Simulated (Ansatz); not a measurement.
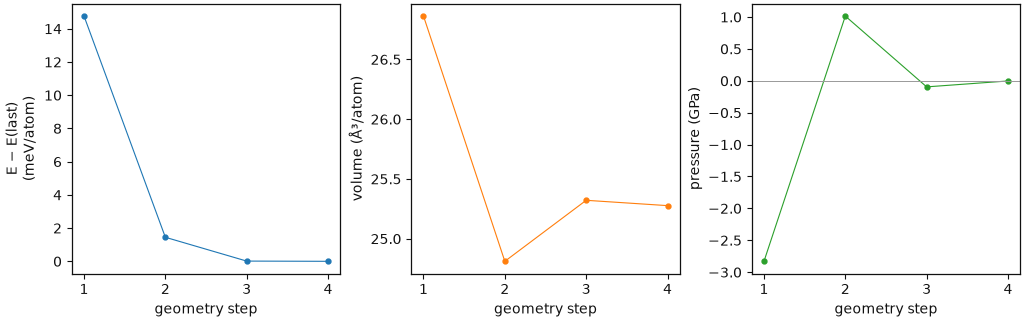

History of a geometry optimisation. Atoms and cell relax. A closing SCF on a freshly chosen basis isn't drawn.

```
crystal:
  lattice:
    - [0.0, 2.9948991977, 2.9948991977]
    - [2.9948991977, 0.0, 2.9948991977]
    - [2.9948991977, 2.9948991977, 0.0]
  atoms:
    - { symbol: Ca, position: [0.0, 0.0, 0.0] }
    - { symbol: Se, position: [0.5, 0.5, 0.5] }
kpoints:
  mp_grid: { grid: [7, 7, 7] }
scf:
  occupations: { method: fermi_dirac, width: 0.02 }
hamiltonian:
  xc: pbe
  pseudopotentials: { kind: paw }
  dispersion: d3bj
output:
  forces: true
  stress: true
  efg: { contact_densities: true }
relax:
  f_tol: 0.005
  max_steps: 80
  cell: {}
basis:
  ecutwfc: "800 eV"
```

Launched with:
```bash
ansatz run input.yaml --threads 1 --pin off --max-ram 2048MiB --backend cpu --events-out ev --progress --plain --runs-dir out
```

How did the optimisation end?

The optimisation met its thresholds at geometry 4, counting the start as the first. The energy fell by about 15 meV/atom from the first step to the last. All forces vanish by symmetry, so only the cell moves.

Was the starting cell too large or too small?

The volume shrinks from 26.9 to 25.3 Å³ per atom (−6 %), overshooting to 24.8 at step 2, as the pressure goes from −2.8 GPa to about 0 GPa. The start was expanded.
